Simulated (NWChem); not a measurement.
# C2H6O2 (ethylene glycol): levels of theory compared

Wanted: a comparison of 6 runs (r2SCAN/6-31G*, B2PLYP/6-31G*, B3LYP/6-31G*, BHLYP/6-31G*, M06-2X/6-31G*, M06-L/6-31G*) of C2H6O2 (ethylene glycol). 

The calculation is run with NWChem 7.3.0.

## Step 1: The system as given

The species is C2H6O2 (10 atoms), meant as a singlet with charge 0. As SMILES, `OCCO`. The coordinates come from a PBE0-D4/def2-TZVP relaxation. This is a higher conformer, about 11 kJ/mol above the lowest found by a separate search.

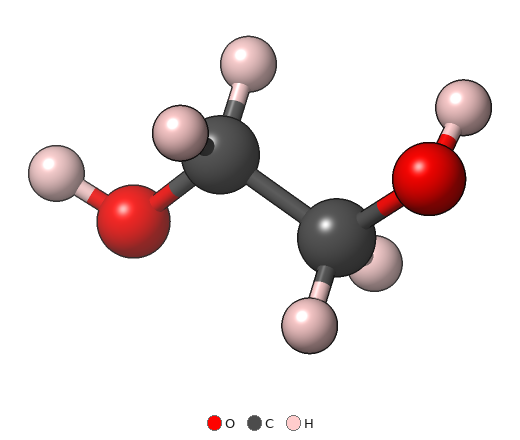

The structure, seen from a chosen angle (oxygen red, carbon dark grey, hydrogen pink).

## Step 2: Energy and forces at r2SCAN/6-31G(d) (spherical functions) (run 1)

m1.nw

```
start m1
memory stack 880 mb heap 220 mb global 1100 mb

geometry noautosym nocenter noautoz
O    -1.732000    0.054800   -0.233100
C    -0.380800    0.456800   -0.281400
C     0.425300   -0.548600    0.513500
O     1.797400   -0.224600    0.528400
H    -2.268700    0.718300   -0.670600
H    -0.233000    1.454800    0.151200
H    -0.009800    0.482600   -1.318200
H     0.244000   -1.555600    0.116200
H     0.091100   -0.540900    1.552900
H     2.149700   -0.348800   -0.356200
end

basis spherical bse
* library 6-31G*
end

dft
xc r2scan
grid xfine
convergence energy 1e-08
iterations 100
mulliken
print low
end

task dft gradient
```

On the command line:

```
$ nwchem m1.nw > m1.out
```

Standard output:

```text
[...]
 d= 0,ls=0.0,diis     1   -230.0243838986 -3.61D+02  1.73D-02  7.12D-01     3.7
[...]
 d= 0,ls=0.0,diis    10   -230.0992503721 -9.53D-10  2.18D-07  4.31D-10    31.4
         Total DFT energy =     -230.099250372082
      One electron energy =     -572.923642034227
           Coulomb energy =      242.320112697597
    Exchange-Corr. energy =      -30.209399940398
 Nuclear repulsion energy =      130.713678904946
[...]
      Total Density - Mulliken Population Analysis
     ---------------------------------------------
    Atom       Charge   Shell Charges
 -----------   ------   -------------------------------------------------------
    1 O    8     8.65   2.00  0.90  2.91  0.99  1.83  0.03
    2 C    6     6.07   2.00  0.69  2.03  0.52  0.78  0.07
    3 C    6     6.07   2.00  0.68  2.03  0.53  0.76  0.07
    4 O    8     8.65   2.00  0.91  2.91  0.98  1.83  0.03
    5 H    1     0.58   0.48  0.10
    6 H    1     0.85   0.53  0.31
    7 H    1     0.88   0.54  0.34
    8 H    1     0.84   0.53  0.31
    9 H    1     0.82   0.53  0.29
   10 H    1     0.59   0.48  0.11
[...]
                         DFT ENERGY GRADIENTS
    atom               coordinates                        gradient
                 x          y          z           x          y          z
   1 O      -3.273005   0.103557  -0.440495    0.001332   0.010145  -0.005662
   2 C      -0.719608   0.863227  -0.531769    0.001361  -0.003138   0.001782
   3 C       0.803700  -1.036704   0.970374    0.000975   0.002629   0.000227
   4 O       3.396593  -0.424432   0.998531   -0.003668  -0.004021  -0.010215
   5 H      -4.287221   1.357390  -1.267250    0.003381  -0.006652   0.004173
   6 H      -0.440306   2.749173   0.285727   -0.001574  -0.003263  -0.001233
   7 H      -0.018519   0.911982  -2.491037   -0.002473  -0.000506   0.003478
   8 H       0.461093  -2.939658   0.219586    0.001539   0.003315   0.001245
   9 H       0.172154  -1.022153   2.934555    0.000469  -0.000177  -0.002290
  10 H       4.062344  -0.659136  -0.673120   -0.001342   0.001668   0.008496
[...]
```

Run time: 40 s. Hardware: 1 thread of Intel Xeon 6975P-C (Granite Rapids), shared host; peak memory 0.14 GiB.

## Step 3: A single-point energy at B2PLYP/6-31G(d) (spherical functions) (run 2)

sp.nw

```
start sp
memory stack 880 mb heap 220 mb global 1100 mb

geometry noautosym nocenter noautoz
O     -1.732000     0.054800    -0.233100
C     -0.380800     0.456800    -0.281400
C      0.425300    -0.548600     0.513500
O      1.797400    -0.224600     0.528400
H     -2.268700     0.718300    -0.670600
H     -0.233000     1.454800     0.151200
H     -0.009800     0.482600    -1.318200
H      0.244000    -1.555600     0.116200
H      0.091100    -0.540900     1.552900
H      2.149700    -0.348800    -0.356200
end

basis spherical bse
O library 6-31G*
C library 6-31G*
H library 6-31G*
end

dft
xc hfexch 0.53 becke88 0.47 lyp 0.73 mp2 0.27
dftmp2 semidirect
grid xfine
convergence energy 1e-08
iterations 100
mulliken
print medium
end

mp2
freeze core 4
end

task dft energy
```

On the command line:

```
$ nwchem sp.nw > sp.out
```

Standard output:

```text
[...]
          Wavefunction type:  closed shell.
          No. of atoms     :    10
          No. of electrons :    34
[...]
          Charge           :     0
          Spin multiplicity:     1
[...]
          AO basis - number of functions:    68
[...]
              XC Information
              --------------
                     Hartree-Fock (Exact) Exchange  0.530
                    Becke 1988 Exchange Functional  0.470
              Lee-Yang-Parr Correlation Functional  0.730
[...]
 d= 0,ls=0.0,diis     1   -229.7168186454 -3.60D+02  1.09D-02  6.29D-01     2.9
[...]
 d= 0,ls=0.0,diis     8   -229.7899298187 -2.18D-09  2.20D-06  8.12D-08    20.2
         Total DFT energy =     -229.789929818661
      One electron energy =     -572.857718885482
           Coulomb energy =      242.271668869122
    Exchange-Corr. energy =      -29.917558707248
 Nuclear repulsion energy =      130.713678904946
[...]
      Total Density - Mulliken Population Analysis
     ---------------------------------------------
    Atom       Charge   Shell Charges
 -----------   ------   -------------------------------------------------------
    1 O    8     8.69   2.00  0.90  2.92  0.99  1.87  0.03
    2 C    6     6.02   2.00  0.67  2.02  0.51  0.75  0.07
    3 C    6     6.01   2.00  0.67  2.03  0.52  0.73  0.07
    4 O    8     8.69   2.00  0.90  2.91  0.98  1.87  0.03
    5 H    1     0.57   0.48  0.10
    6 H    1     0.86   0.54  0.32
    7 H    1     0.89   0.54  0.35
    8 H    1     0.86   0.54  0.32
    9 H    1     0.83   0.53  0.30
   10 H    1     0.58   0.48  0.11
[...]
  Basis functions       =     68
[...]
```

It took 22 s on 1 thread of Intel Xeon 6975P-C (Granite Rapids), shared host; peak memory 0.18 GiB.

## Step 4: Energy and forces at B3LYP/6-31G(d) (spherical functions) (run 3)

struct.nw

```
START struct
memory 2200 mb
charge 0
GEOMETRY noautosym nocenter noautoz
O    -1.732000    0.054800   -0.233100
C    -0.380800    0.456800   -0.281400
C     0.425300   -0.548600    0.513500
O     1.797400   -0.224600    0.528400
H    -2.268700    0.718300   -0.670600
H    -0.233000    1.454800    0.151200
H    -0.009800    0.482600   -1.318200
H     0.244000   -1.555600    0.116200
H     0.091100   -0.540900    1.552900
H     2.149700   -0.348800   -0.356200
END
BASIS spherical bse
O library 6-31G*
C library 6-31G*
H library 6-31G*
END
DFT
xc b3lyp
grid xfine
convergence energy 1e-08
iterations 100
mulliken
END
TASK dft gradient
```

On the command line:

```
$ nwchem struct.nw > struct.out
```

Standard output:

```text
[...]
          Wavefunction type:  closed shell.
          No. of atoms     :    10
          No. of electrons :    34
[...]
          Charge           :     0
          Spin multiplicity:     1
[...]
          AO basis - number of functions:    68
[...]
              XC Information
              --------------
                         B3LYP Method XC Potential
                     Hartree-Fock (Exact) Exchange  0.200
                        Slater Exchange Functional  0.800 local
                    Becke 1988 Exchange Functional  0.720 non-local
              Lee-Yang-Parr Correlation Functional  0.810
                  VWN I RPA Correlation Functional  0.190 local
[...]
 d= 0,ls=0.0,diis     1   -230.1514747643 -3.61D+02  1.59D-02  7.30D-01     3.0
[...]
 d= 0,ls=0.0,diis    10   -230.2312680680 -3.99D-10  1.51D-07  1.69D-10    25.3
         Total DFT energy =     -230.231268067992
      One electron energy =     -573.010305196577
           Coulomb energy =      242.423327324834
    Exchange-Corr. energy =      -30.357969101196
 Nuclear repulsion energy =      130.713678904946
[...]
  wavefunction    = closed shell
                         DFT ENERGY GRADIENTS
    atom               coordinates                        gradient
                 x          y          z           x          y          z
   1 O      -3.273005   0.103557  -0.440495    0.002080   0.008721  -0.004698
   2 C      -0.719608   0.863227  -0.531769    0.000625  -0.004063   0.002386
   3 C       0.803700  -1.036704   0.970374    0.001122   0.004026  -0.001601
   4 O       3.396593  -0.424432   0.998531   -0.004364  -0.003143  -0.009462
   5 H      -4.287221   1.357390  -1.267250    0.004671  -0.006366   0.004189
   6 H      -0.440306   2.749173   0.285727   -0.001071  -0.002166  -0.000371
   7 H      -0.018519   0.911982  -2.491037   -0.001652  -0.000769   0.002196
   8 H       0.461093  -2.939658   0.219586    0.001004   0.002229   0.000510
   9 H       0.172154  -1.022153   2.934555    0.000333   0.000151  -0.001529
  10 H       4.062344  -0.659136  -0.673120   -0.002749   0.001379   0.008381
[...]
```

Run time: 30 s. Hardware: 1 thread of Intel Xeon 6975P-C (Granite Rapids), shared host; peak memory 0.14 GiB.

Runs 4 to 5 aren't shown in full; the table further down has their settings and results.

## Step 5: Energy and forces at M06-L/6-31G(d) (spherical functions) (run 6)

sp.nw

```
start sp
memory 2200 mb

geometry units angstroms noautosym nocenter noautoz
   O     -1.732000     0.054800    -0.233100
   C     -0.380800     0.456800    -0.281400
   C      0.425300    -0.548600     0.513500
   O      1.797400    -0.224600     0.528400
   H     -2.268700     0.718300    -0.670600
   H     -0.233000     1.454800     0.151200
   H     -0.009800     0.482600    -1.318200
   H      0.244000    -1.555600     0.116200
   H      0.091100    -0.540900     1.552900
   H      2.149700    -0.348800    -0.356200
end

basis spherical bse
   * library 6-31G*
end

dft
   xc m06-l
   grid xfine
   convergence energy 1e-08
   maxiter 100
   mulliken
end

task dft gradient
```

On the command line:

```
$ nwchem sp.nw > sp.out
```

Standard output:

```text
[...]
          Wavefunction type:  closed shell.
          No. of atoms     :    10
          No. of electrons :    34
[...]
          Charge           :     0
          Spin multiplicity:     1
[...]
          AO basis - number of functions:    68
[...]
              XC Information
              --------------
                        M06-L Method XC Functional
                         M06-L Exchange Functional  1.000
                       M06-L Correlation Potential  1.000
[...]
 d= 0,ls=0.0,diis     1   -230.1202743385 -3.61D+02  1.69D-02  6.78D-01     4.5
[...]
 d= 0,ls=0.0,diis    10   -230.1972728913 -2.84D-09  3.66D-07  5.73D-10    35.2
         Total DFT energy =     -230.197272891320
      One electron energy =     -572.924187637066
           Coulomb energy =      242.341714367876
    Exchange-Corr. energy =      -30.328478527077
 Nuclear repulsion energy =      130.713678904946
[...]
      Total Density - Mulliken Population Analysis
     ---------------------------------------------
    Atom       Charge   Shell Charges
 -----------   ------   -------------------------------------------------------
    1 O    8     8.68   2.00  0.92  2.89  0.99  1.86  0.03
    2 C    6     6.04   2.00  0.69  2.02  0.52  0.75  0.06
    3 C    6     6.05   2.00  0.69  2.03  0.54  0.74  0.06
    4 O    8     8.68   2.00  0.92  2.89  0.98  1.86  0.03
    5 H    1     0.57   0.49  0.08
    6 H    1     0.85   0.55  0.31
    7 H    1     0.88   0.55  0.34
    8 H    1     0.85   0.55  0.30
    9 H    1     0.82   0.55  0.27
   10 H    1     0.58   0.49  0.09
[...]
  wavefunction    = closed shell
                         DFT ENERGY GRADIENTS
    atom               coordinates                        gradient
                 x          y          z           x          y          z
   1 O      -3.273005   0.103557  -0.440495   -0.001814   0.006788  -0.004222
   2 C      -0.719608   0.863227  -0.531769    0.004185   0.001780  -0.000920
   3 C       0.803700  -1.036704   0.970374   -0.001438  -0.001865   0.003246
   4 O       3.396593  -0.424432   0.998531   -0.000196  -0.002385  -0.008190
   5 H      -4.287221   1.357390  -1.267250    0.001864  -0.004902   0.003031
   6 H      -0.440306   2.749173   0.285727   -0.001539  -0.003377  -0.000547
   7 H      -0.018519   0.911982  -2.491037   -0.002286  -0.001196   0.003212
   8 H       0.461093  -2.939658   0.219586    0.001556   0.003295   0.000512
   9 H       0.172154  -1.022153   2.934555    0.000068   0.000431  -0.002117
  10 H       4.062344  -0.659136  -0.673120   -0.000400   0.001431   0.005995
[...]
```

Run time: 44 s. Hardware: 1 thread of Intel Xeon 6975P-C (Granite Rapids), shared host; peak memory 0.14 GiB.

## Step 6: The series

| run | level | task | frozen core orbitals | energy (Eh) | largest force (eV/Å) | wall time |
| --- | --- | --- | --- | --- | --- | --- |
| 1 | r2SCAN/6-31G* (spherical functions) | gradient | – | -230.099250 | 0.601 | 40 s |
| 2 | B2PLYP/6-31G* (spherical functions) | energy | 4 | -229.989219 | – | 22 s |
| 3 | B3LYP/6-31G* (spherical functions) | gradient | – | -230.231268 | 0.560 | 30 s |
| 4 | BHLYP/6-31G* (spherical functions) | gradient | – | -230.104548 | 0.262 | 25 s |
| 5 | M06-2X/6-31G* (spherical functions) | gradient | – | -230.129531 | 0.409 | 35 s |
| 6 | M06-L/6-31G* (spherical functions) | gradient | – | -230.197273 | 0.439 | 44 s |

## Step 7: Results

| quantity | value |
| --- | --- |
| run 6: total energy | -230.19727 Eh |
| run 6: dipole moment | 2.29 D |
| run 6: HOMO energy | -6.24 eV |
| run 6: LUMO energy | 1.82 eV |
| run 6: HOMO–LUMO gap | 8.06 eV |
| run 6: largest force on an atom | 0.439 eV/Å |

Over runs 2, 3, 4, 5, 6 the dipole moment (its size) runs from 2.27 D (B3LYP/6-31G*) to 2.36 D (BHLYP/6-31G*). Over runs 2, 3, 4, 6 the HOMO–LUMO gap runs from 8.06 eV (M06-L/6-31G*) to 12.73 eV (B2PLYP/6-31G*). A double hybrid's value is that of its SCF part. Totals of different functionals can't be ranked against each other. All runs together took 3.3 min, the longest 44 s.
